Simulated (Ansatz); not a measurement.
## A series of single points on Bi

System: Bi (Fm-3m, 1 atom in the cell).
Method: DFT, BLYP, plane waves (420 eV) with PAW, scalar-relativistic, no spin polarisation (Ansatz 0.2.0).

The 5 runs differ only in the geometry, by an even scaling of the cell at fixed fractional positions.

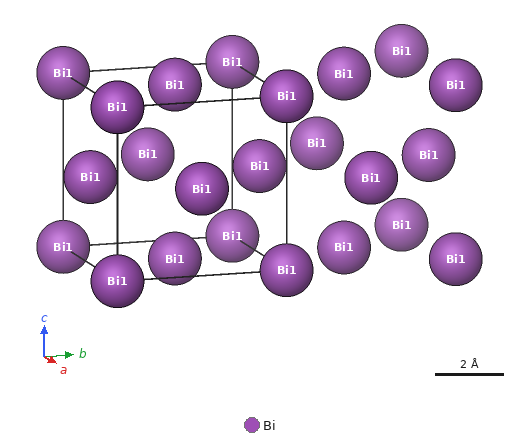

Figure 1. The structure of run 3 (spheres-only view of the cell 4 times as large as that of the calculation, set on its symmetry axes, repeated 1 × 2 × 1, seen slightly off an axis; atoms are numbered from 1 in the order of the input).

**Input of run 3**
```yaml
crystal:
  lattice:
    - [0.0, 2.6204427901, 2.6204427901]
    - [2.6204427901, 0.0, 2.6204427901]
    - [2.6204427901, 2.6204427901, 0.0]
  atoms:
    - { symbol: Bi, position: [0.0, 0.0, 0.0] }
hamiltonian:
  xc: blyp
  pseudopotentials:
    kind: paw
    azcp:
      Bi: "pseudopotentials/Bi.paw.azcp"
basis:
  ecutwfc: 420
  fft_grid_basis: typed
kpoints:
  mp_grid: { grid: [12, 12, 12], shift: [0, 0, 0] }
magnetization:
  spin_polarized: false
scf:
  occupations: { method: fermi_dirac, width: 0.1 }
  lower_state_search: "off"
output:
  stress: true
```

Run 2 differs from it as follows:
```diff
-    - [0.0, 2.6204427901, 2.6204427901]
-    - [2.6204427901, 0.0, 2.6204427901]
-    - [2.6204427901, 2.6204427901, 0.0]
+    - [0.0, 2.5864072131, 2.5864072131]
+    - [2.5864072131, 0.0, 2.5864072131]
+    - [2.5864072131, 2.5864072131, 0.0]
```

**Results, with one run withheld**

| run | volume per atom (Å³) | free energy per atom, from the lowest run given (meV) | pressure (GPa) |
| --- | --- | --- | --- |
| 1 | 33.219 | 0.00 | 1.61 |
| 2 | 34.604 | ? | ? |
| 3 | 35.988 | 1.76 | −1.57 |
| 4 | 37.372 | 20.30 | −2.68 |
| 5 | 38.756 | 47.44 | −3.57 |

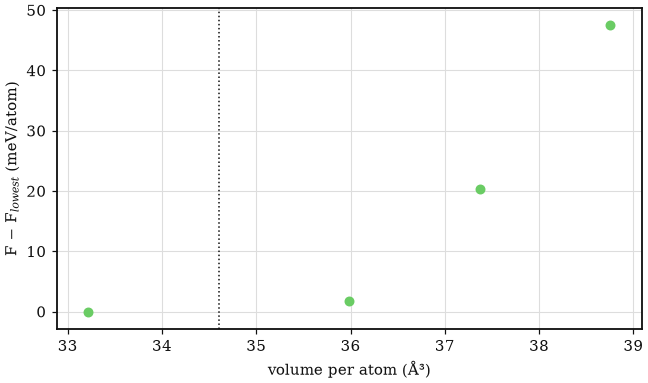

Figure 2. Free energy per atom of the runs given; the dotted line marks run 2.

What should run 2 give?

A quadratic polynomial in V^(−2/3) (the Birch–Murnaghan form), fitted to the 4 runs given, misses them by at most 0.09 meV per atom. With x = V^(−2/3) − 0.09132 Å⁻², it reads F = 4.3931 − 6551 x + 1.0537e+06 x² (meV per atom). At run 2 it gives −5.72 meV per atom, and the run itself gives −5.93. The slope of the fit gives a pressure −dF/dV of −0.16 GPa there, and the run prints −0.16 GPa. The fit has its minimum at 34.462 Å³ per atom, where V d²F/dV² gives 38.8 GPa: the bulk modulus at this level, since symmetry fixes the shape and the positions.

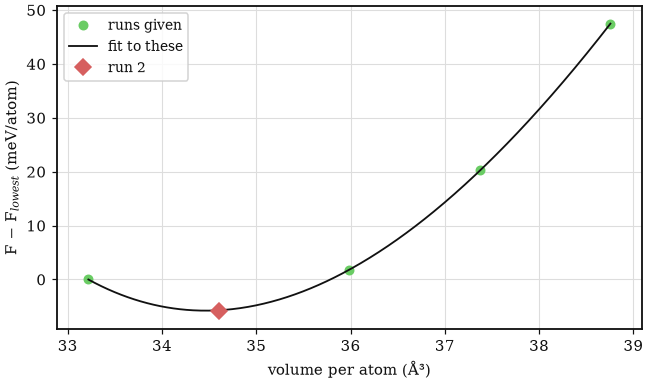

Figure 3. The fit and the withheld run.

**Output, shortened to warnings, some set-up lines, iterations and results (run 2)**
```
Basis set: ecut = 420 eV, 645 PW (Γ), exchange–correlation on 50×50×50 points (8 copies of the dense FFT grid, shifted against one another)
Symmetry: 48 space group operations
k-points: 72 of 1728
Initial density: superposition of atomic densities (neutral atoms: chi_scale 0, normalization atom), corrected by the library's trained network
[...]
SCF iter   1: F=—  HF=-12425.001810 eV  |F-HF|=—  |Δ(HF+E_count)|=         —  Δρ=4.77e-3  dr2=7.60e-3  ethr=1.77e-3  ⟨swp⟩=5.5  Hψ=5023  notcnv=0
SCF iter   2: F=—  HF=-12425.000625 eV  |F-HF|=—  |Δ(HF+E_count)|=   1.18e-3  Δρ=3.22e-3  dr2=3.58e-3  ethr=5.07e-5  ⟨swp⟩=1.0  Hψ=1443  notcnv=0
SCF iter   3: F=—  HF=-12425.000378 eV  |F-HF|=—  |Δ(HF+E_count)|=   2.48e-4  Δρ=9.53e-4  dr2=2.82e-4  ethr=2.39e-5  ⟨swp⟩=2.2  Hψ=977  notcnv=0
SCF iter   4: F=—  HF=-12425.000279 eV  |F-HF|=—  |Δ(HF+E_count)|=   9.91e-5  Δρ=2.58e-4  dr2=1.29e-5  ethr=1.88e-6  ⟨swp⟩=2.0  Hψ=1347  notcnv=0
SCF iter   5: F=—  HF=-12425.000274 eV  |F-HF|=—  |Δ(HF+E_count)|=   4.73e-6  Δρ=8.79e-5  dr2=2.06e-6  ethr=8.63e-8  ⟨swp⟩=2.0  Hψ=1388  notcnv=0
SCF iter   6: F=—  HF=-12425.000273 eV  |F-HF|=—  |Δ(HF+E_count)|=   1.03e-6  Δρ=1.95e-5  dr2=1.06e-7  ethr=1.37e-8  ⟨swp⟩=2.0  Hψ=1281  notcnv=0
SCF iter   7: F=-12425.000273 eV  HF=-12425.000273 eV  |F-HF|=1.26e-9  |Δ(HF+E_count)|=   5.68e-8  Δρ=2.34e-6  dr2=1.18e-9  ethr=6.67e-10  ⟨swp⟩=4.9  Hψ=2857  notcnv=0
SCF 1 converged in 7 iterations: F = -12425.000273 eV  dr2 = 1.18e-9
SCF converged after 7 iterations
Free energy (F): -12425.000273 eV
Harris-Foulkes:  -12425.000273 eV  (|F-HF|=1.26e-9)
Internal energy: -12424.972711 eV  (E = F + TS)
E sigma→0 (E₀):  -12424.986492 eV
Entropy (-TS):   -0.027562 eV (-27.562 meV/atom)
Fermi energy:    10.652786 eV
--- Per-component energies (eV) ---
  E_band       = -98.412281
  E_kinetic    = 302.081393
  E_local      = -1477.058052  (includes V_loc(G=0)·N_el)
  E_nonlocal   = 556.082085
  E_hartree    = 471.881525
  E_xc         = -148.668762
  E_vxc        = -140.973166  (∫ρ·V_xc dr)
  E_paw        = -10693.373253  (= ΣΔE_a)
  E_vpaw       = -282.308343  (= ΣTr[D̂ρ^β])
  E_aug_tail   = -0.000528  (compensation charges beyond the density's cutoff)
  E_ewald      = -1435.832235
  E_core_change = -0.084883  (= ΣΔE_core)
  E_smearing   = -0.027562  (= −TS)
  E_closure    = -0.000000  (closes the sum)
  Σ components = -12425.000273   (vs F -12425.000273, Δ=0.00e0)
--- Stress (GPa, compression-positive) ---
       -0.163118      -0.000000      -0.000000
       -0.000000      -0.163118      -0.000000
       -0.000000       0.000000      -0.163118
  P = ⅓ Tr σ = -0.1631 GPa (-1.631 kbar)
```

Notes: Spin–orbit coupling is left out, which matters for Bi.
